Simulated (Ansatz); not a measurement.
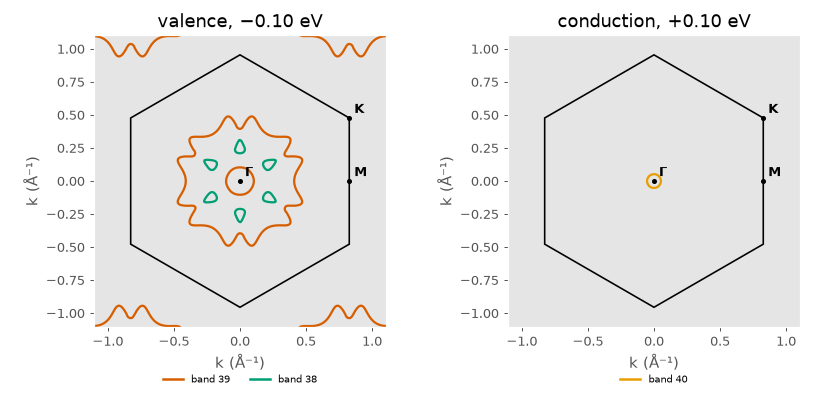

A single layer of Bi2Te3 (space group of the slab cell P-3m1): constant-energy contours at both band edges (energies from each edge).

Computed with DFT PBE, scalar-relativistic, plane waves, PAW; levels and slopes on a dense k mesh at the converged density (Ansatz 0.2.0). No spin polarisation. Mesh 54×54×1, interpolated with the band slopes. The geometry was not relaxed.

Masses come from a second pass at points close to the extrema; at the energies drawn a band may no longer be parabolic.

Is the gap direct or indirect, and how large does the calculation make it?

Answer. The gap is indirect, 1.01 eV at this level of theory, which underestimates gaps and can reorder valleys that lie close. Another valley lies within 0.05 eV of an edge, so the kind of gap can change with the cell or the functional.

Give the valleys and their effective masses.

Answer. Valence band (extrema up to 0.10 eV from the edge): twelve equivalent maxima away from the named points and lines, principal masses 0.34 and 2.89 mₑ; six equivalent maxima on the K–Γ line, 0.02 eV below the edge, principal masses 0.28 and 4.17 mₑ. Band 39 forms the valence edge; band 38 begins 0.06 eV lower (on the K–Γ line).
Conduction band (extrema up to 0.10 eV from the edge): one minimum at Γ, mass 0.094 mₑ in all directions. Band 40 forms the conduction edge.

Spin-orbit coupling, left out here, can change the gap, its kind, the place of the band edges and the masses, since the compound holds Bi and Te.
